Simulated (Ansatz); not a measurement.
# Electron scattering at the Σ3 (112) boundary in fcc Ir with C (interstitial), part 2 of 2

How much does the Σ3 (112) boundary in fcc Ir with C (interstitial) reflect electrons?

Ansatz 0.2.0; Ansatz plane-wave DFT, PBE, PAW files; relaxation of a bicrystal slab with its lowest layers held; PAW set soft_1 (the session's first sound run).

So far. Step 2 (Relaxing the bicrystal): The largest force component on a free atom ends at 0.026 eV/Å, under the tolerance of 0.03, after 8 steps.

## Step 3: Transmission across the boundary

This step: Ansatz plane-wave DFT, PBE, PAW files; ballistic transport by layer matching (Landauer), zero bias; boundary relaxed in a short slab, bulk layers laid on; PAW set soft_1 (Ansatz 0.2.0).

System of this step: Σ3 (112) boundary in fcc Ir with C (interstitial). The cell holds 56 atoms: 55 Ir and 1 C. Cell: a = 2.715 Å, b = 6.650 Å, c = 51.097 Å, α = 90.0°, β = 90.0°, γ = 90.0°. It derives from Ir. Regions: lower grain, 22 atoms (22 Ir); boundary, 16 atoms (15 Ir and 1 C); upper grain, 18 atoms (18 Ir). Vacuum lies along c.

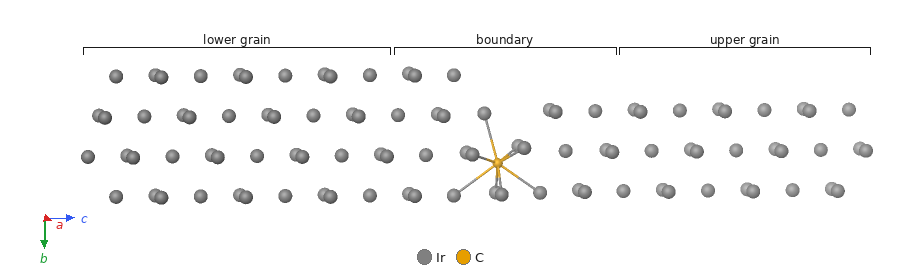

The cell of this step (iridium grey, carbon orange). Bonds to atoms that aren't drawn are left out. Some periodic images of atoms are drawn too.

The input, input.yaml:

```yaml
crystal:
  lattice:
    - [2.7148657757, 0.0, 0.0]
    - [0.0, 6.6500358706, 0.0]
    - [0.0, 0.0, 51.0974784182]
  atoms:
    - { symbol: Ir, position: [-14.4999999996, 9.6666666665, 0.0782817494] }
    - { symbol: Ir, position: [-13.9999999996, 9.3333333332, 0.0936193799] }
    - { symbol: Ir, position: [-13.4999999996, 8.9999999999, 0.1089570104] }
    - { symbol: Ir, position: [-12.9999999997, 8.6666666665, 0.1242946409] }
    - { symbol: Ir, position: [-12.4999999997, 8.3333333332, 0.1396322714] }
    - { symbol: Ir, position: [-11.9999999997, 7.9999999999, 0.1549699019] }
    - { symbol: Ir, position: [-11.4999999997, 7.6666666666, 0.1703075324] }
    - { symbol: Ir, position: [-10.9999999997, 7.3333333332, 0.1856451629] }
    - { symbol: Ir, position: [-10.4999999997, 6.9999999999, 0.2009827933] }
    - { symbol: Ir, position: [-9.9999999998, 6.6666666666, 0.2163204238] }
    - { symbol: Ir, position: [-9.4999999998, 6.3333333332, 0.2316580543] }
    - { symbol: Ir, position: [-8.9999999998, 5.9999999999, 0.2469956848] }
    - { symbol: Ir, position: [-8.4999999998, 5.6666666666, 0.2623333153] }
    - { symbol: Ir, position: [-7.9999999998, 5.3333333333, 0.2776709458] }
    - { symbol: Ir, position: [-7.4999999999, 4.9999999999, 0.2930085763] }
    - { symbol: Ir, position: [-6.9999999999, 4.6666666666, 0.3083462068] }
    - { symbol: Ir, position: [-6.4999999999, 4.3333333333, 0.3236838373] }
    - { symbol: Ir, position: [-5.9999999999, 3.9999999999, 0.3390214678] }
    - { symbol: Ir, position: [-5.4999999999, 3.6666666666, 0.3543590983] }
    - { symbol: Ir, position: [-4.9999999999, 3.3333333333, 0.3696967288] }
    - { symbol: Ir, position: [-4.5, 3.0, 0.3850343593] }
    - { symbol: Ir, position: [-4.0, 2.6666666666, 0.4003719898] }
    - { symbol: Ir, position: [0.5, 0.3333333333, 0.4157096203] }
    - { symbol: Ir, position: [0.0, 0.9969776977, 0.430915194] }
    - { symbol: Ir, position: [0.5, 0.6667298905, 0.446077037] }
    - { symbol: Ir, position: [0.0, 0.3346006303, 0.4622213577] }
    - { symbol: Ir, position: [0.5, 1.0042217112, 0.4764261688] }
    - { symbol: Ir, position: [0.0, 0.6559442023, 0.4935409214] }
    - { symbol: Ir, position: [0.5, 0.3227808262, 0.5095597924] }
    - { symbol: Ir, position: [0.0, -0.0106146313, 0.5253217749] }
    - { symbol: C, position: [0.5, 0.7369027538, 0.5241509466] }
    - { symbol: Ir, position: [0.0, 0.6033700976, 0.5498860228] }
    - { symbol: Ir, position: [0.5, 0.9844797692, 0.5703221242] }
    - { symbol: Ir, position: [0.0, 0.3046339208, 0.5840504973] }
    - { symbol: Ir, position: [0.5, 0.6382324689, 0.5980862289] }
    - { symbol: Ir, position: [0.0, 0.9715588789, 0.6158007289] }
    - { symbol: Ir, position: [0.5, 0.3081211219, 0.6303094441] }
    - { symbol: Ir, position: [0.0, 0.6404080524, 0.6456409017] }
    - { symbol: Ir, position: [-4.5, 2.9737413857, 0.6609785322] }
    - { symbol: Ir, position: [-5.0, 3.307074719, 0.6763161627] }
    - { symbol: Ir, position: [-5.4999999999, 3.6404080524, 0.6916537932] }
    - { symbol: Ir, position: [-5.9999999999, 3.9737413857, 0.7069914237] }
    - { symbol: Ir, position: [-6.4999999999, 4.307074719, 0.7223290542] }
    - { symbol: Ir, position: [-6.9999999999, 4.6404080524, 0.7376666847] }
    - { symbol: Ir, position: [-7.4999999999, 4.9737413857, 0.7530043152] }
    - { symbol: Ir, position: [-7.9999999999, 5.307074719, 0.7683419457] }
    - { symbol: Ir, position: [-8.4999999998, 5.6404080523, 0.7836795762] }
    - { symbol: Ir, position: [-8.9999999998, 5.9737413857, 0.7990172067] }
    - { symbol: Ir, position: [-9.4999999998, 6.307074719, 0.8143548371] }
    - { symbol: Ir, position: [-9.9999999998, 6.6404080523, 0.8296924676] }
    - { symbol: Ir, position: [-10.4999999998, 6.9737413857, 0.8450300981] }
    - { symbol: Ir, position: [-10.9999999997, 7.307074719, 0.8603677286] }
    - { symbol: Ir, position: [-11.4999999997, 7.6404080523, 0.8757053591] }
    - { symbol: Ir, position: [-11.9999999997, 7.9737413856, 0.8910429896] }
    - { symbol: Ir, position: [-12.4999999997, 8.307074719, 0.9063806201] }
    - { symbol: Ir, position: [-12.9999999997, 8.6404080523, 0.9217182506] }
kpoints:
  mp_grid: { grid: [9, 4, 1] }
hamiltonian:
  xc: pbe
  pseudopotentials: { kind: paw, azcp: { folder: soft_1 } }
scf:
  occupations: { method: fermi_dirac, width: 0.1 }
output:
  transmission:
    leads: [[12, 13], [45, 46]]
    kmesh: [24, 10]
    e_range: [-0.1, 0.1]
    de: 0.05
  write_potential: true
  write_density: true
  volumetric_format: npy
  elf: true
```

Launch:

```bash
$ ansatz run input.yaml --threads 4 --pin off --max-ram 15360MiB --backend cpu --events-out ev --progress --plain --runs-dir out
```

Numbers of over 12 decimals in the logs are rounded to 6 here.

What it wrote:

```text
[...]
Crystal: 56 atoms, lattice volume = 922.512 Å³
Basis set: ecut = 420 eV, 18141 PW (Γ)
Bands: 564, of which v1, the nominal top of the filled ones, is band 470 counted from 1 (469 counted from 0)
Symmetry: 2 space group operations
[...]
k-points: 15 of 36 (time reversal used)
[...]
SCF iter  11: F=-656767.287169 eV  HF=-656767.287169 eV  |F-HF|=4.59e-8  |Δ(HF+E_count)|=   2.85e-7  Δρ=2.52e-6  dr2=9.45e-8  ethr=1.06e-11  ⟨swp⟩=11.3  Hψ=35914  notcnv=0
SCF 1 converged in 11 iterations: F = -656767.287169 eV  dr2 = 9.45e-8
[...]
transmission: 585 of 5850 steps passed
transmission: 1170 of 5850 steps passed
[...]
transmission: 5850 of 5850 steps passed
WARN: The input density's exchange-correlation potential varies sharply where the density is thin. Do not read a vacuum level from v_tot or v_xc, or from such a field of the output density. On a cell that repeats whose density bears no net charge and no dipole along the vacuum's axis use v_es (v_loc + v_h of the components); under efield.dipole_correction with no amplitude use v_es + v_field, which holds any external [...]
SCF converged after 11 iterations
the last check of whether an eigenvalue changes by more than its tolerance under the output density was not made (no_room)
Free energy (F): -656767.287169 eV
[...]
Internal energy: -656765.487467 eV  (E = F + TS)
E sigma→0 (E₀):  -656766.387318 eV
Entropy (-TS):   -1.799702 eV (-32.138 meV/atom)
Fermi energy:    21.012274 eV
[...]
--- Band table (eV; the first three rows and the last of 15) ---
  k-point 0: bands = [... 466 lower, 20.6013, 20.6407, 20.6666, 20.7154, 20.7250, 20.7507, 20.7928, 20.8604, ... 90 higher]
  k-point 1: bands = [... 466 lower, 20.4939, 20.4983, 20.5709, 20.5899, 20.5996, 20.6282, 20.6672, 20.6856, ... 90 higher]
  k-point 2: bands = [... 466 lower, 20.3412, 20.3551, 20.3972, 20.4663, 20.4888, 20.5163, 20.5165, 20.5763, ... 90 higher]
  k-point 14: bands = [... 466 lower, 21.8014, 21.8103, 21.8206, 21.8252, 21.8577, 21.8640, 21.8746, 21.8975, ... 90 higher]
--- Transmission ---
  basis      : 159 plane waves across, 75 finite elements along
  points     : 78, standing for a mesh of 24 x 10
  energies   : 5 from -0.100000 to 0.100000 eV about the Fermi level, 0.050000 eV apart; the leads are filled to 0.000000 eV, and channels, transmission and decay are at 0.000000 eV
  crystal 0  : Ir3, at the sites [12, 13], period 2.3511 Å, over 18.03 Å; its Hamiltonian steps by up to 14.8 meV
    offset         : up to 0.0000 Å between an atom of the period and one for which it stands
    channels       : 4.783333e0 a spin
    conductance    : none, the energies end too early or step too widely for 300 K: set another output.transmission.e_range or a lower de, or, where they end at an eighth of basis.ecutwfc, a higher one
    slowest decay  : 0.0829 /Å at (0.5000, 0.5000)
[...]
channels       : 4.758333e0 a spin
[...]
slowest decay  : 0.0831 /Å at (0.5000, 0.5000)
  junction   : crystal 0 to crystal 1, 12.71 to 38.39 Å
    transmission   : 2.175828e0 a spin
[...]
```

Run time: 20 min. Hardware: 4 threads of Arm Neoverse V1, shared host; peak memory 10 GiB; 75 min of CPU time.

The column dr2 measures how far the density is from self-consistency, as an energy; F and HF (Harris–Foulkes) agree once it is small.

This step gave:

```yaml
free_energy: -656767.2872 eV
energy_at_zero_smearing: -656766.3873 eV
fermi_energy: 21.01 eV
cell_area: 18.05 Å²
transmission_per_spin_nearest_the_fermi_level: 2.176
open_channels_per_spin_nearest_the_fermi_level: 4.783
open_channels_per_spin_upper_lead: 4.758
step_of_the_lead_s_potential: 14.8 meV
step_of_the_upper_lead_s_potential: 15.2 meV
```

Per spin. The transmission, zone mean by energy, zero at the Fermi level:

```tsv
energy (eV)	transmission, zone mean
-0.1000	2.10
-0.0500	2.15
0.0000	2.18
0.0500	2.20
0.1000	2.22
```

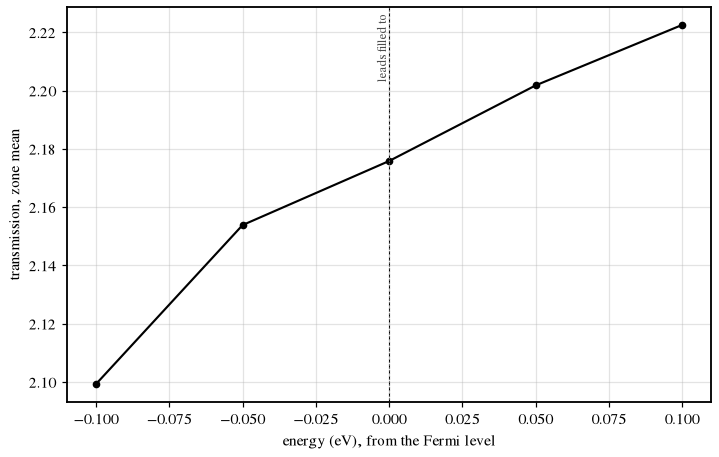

Transmission, zone mean, plotted against energy.

Per spin. Table of open channels, zone mean by energy, zero at the Fermi level:

```tsv
energy (eV)	lead	upper lead
-0.1000	4.62	4.62
-0.0500	4.68	4.69
0.0000	4.78	4.76
0.0500	4.83	4.79
0.1000	4.83	4.83
```

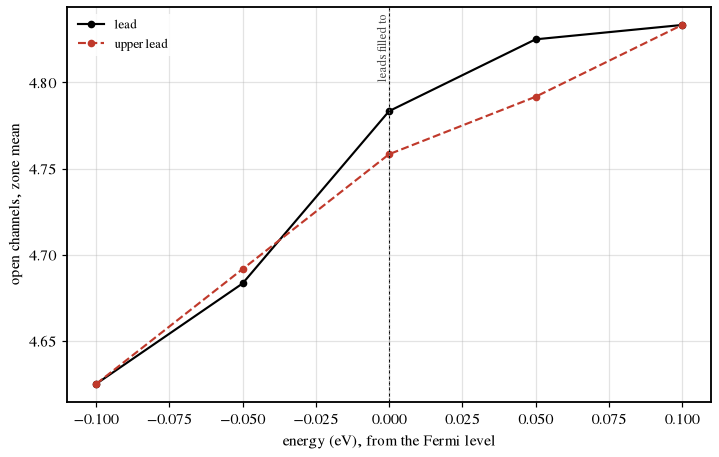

Open channels, zone mean against energy.

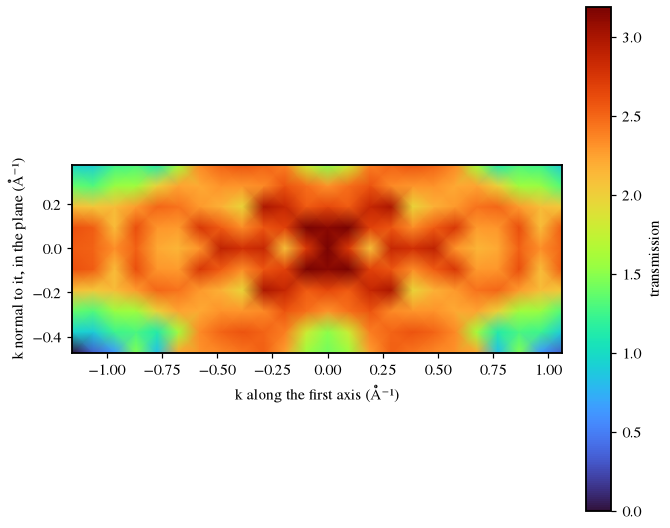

Transmission over k1 and k2. At 0.0000 eV from the Fermi level.

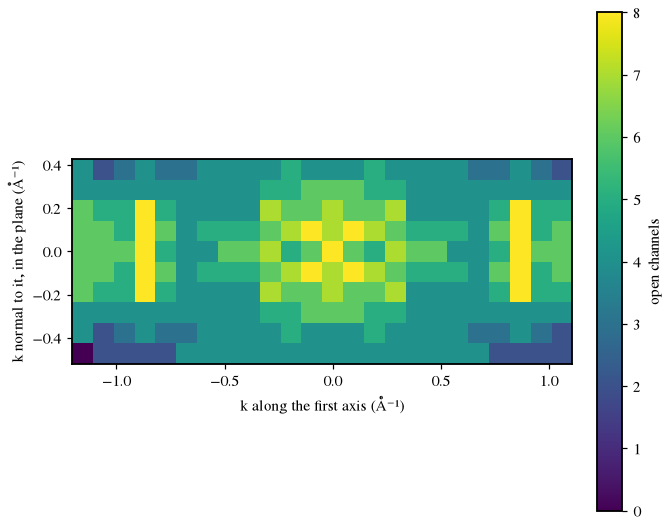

Open channels over k1 and k2. At 0.0000 eV from the Fermi level.

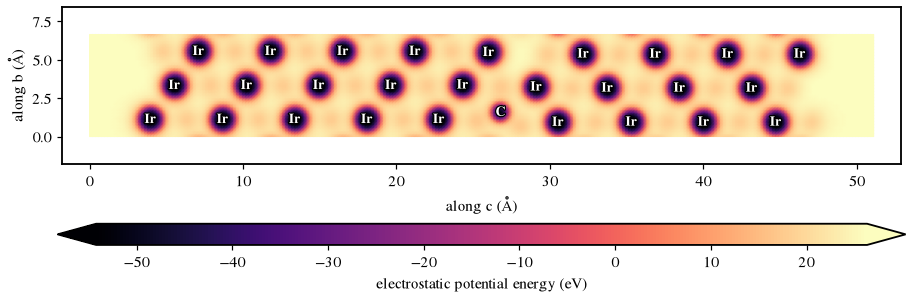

Electrostatic potential energy in the cb plane at fractional x = 0.500, with atoms of Ir and C within 0.2 Å of it. With pseudopotentials it is smooth inside the atoms' cores, unlike the true potential. The map starts off the cell's origin, so that atoms lie inside it.

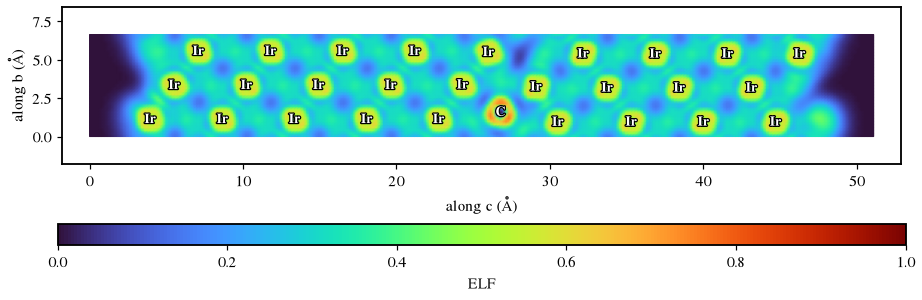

ELF in the cb plane at fractional x = 0.500, with atoms of Ir and C within 0.2 Å of it. It is the smooth field of the valence electrons, not physical close to the nuclei. The map starts off the cell's origin, so that atoms lie inside it.

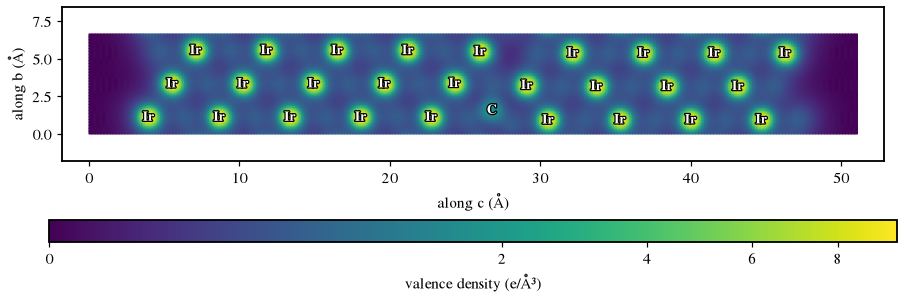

Valence density in the cb plane at fractional x = 0.500, with atoms of Ir and C within 0.2 Å of it. It is the smooth field of the valence electrons, not physical close to the nuclei. The map starts off the cell's origin, so that atoms lie inside it. The colour scale is stretched toward low values.

Over the solved energies the transmission per spin lies between 2.10 and 2.22, out of 4.75 channels of the lead on average (up to 4.83).

## Step 4: Specific resistance

This step: Ansatz plane-wave DFT, PBE, PAW files; ballistic transport by layer matching (Landauer), zero bias; specific resistance of the boundary; PAW set soft_1 (Ansatz 0.2.0).

This step gave:

```
area resistance                      : 0.5824 fΩ m²
T over the leads' mean channel count : 0.4575
```

Averaged over the energies near the Fermi level, 45.7 % of the channels pass, which makes 0.582 fΩ m².

By hand, with T and the leads' channels N averaged over the energies near the Fermi level: RA = A (h/2e²)(1/T − ½[1/N₁ + 1/N₂]) = 18.05×10⁻²⁰ m² × 12 906 Ω × (1/2.171 − ½[1/4.750 + 1/4.74]) = 0.582 fΩ m².

## Step 5: Outcome

- specific resistance of the boundary: 0.582 fΩ m²
- share of channels that pass: 0.457

What this shows: The boundary has a specific resistance of 0.58 fΩ m². The boundary reflects 54 % of the channels; 0.58 fΩ m² is 5.8×10⁻¹² Ω·cm². One C in 18.1 Å² of boundary is a high coverage. One starting structure was relaxed; another shift or atom count at the boundary may lie lower. Spin-orbit coupling is left out, which matters for Ir.

[Logs are printed without paths, hosts, clocks, repeated set-up lines and the standing remarks that a program may print on its own settings, such as how far it seeks lower states.]

[Hosts, paths, dates, database ids (printed as entryN), source tags and the programs' standing remarks are cut or masked in the printed files.]
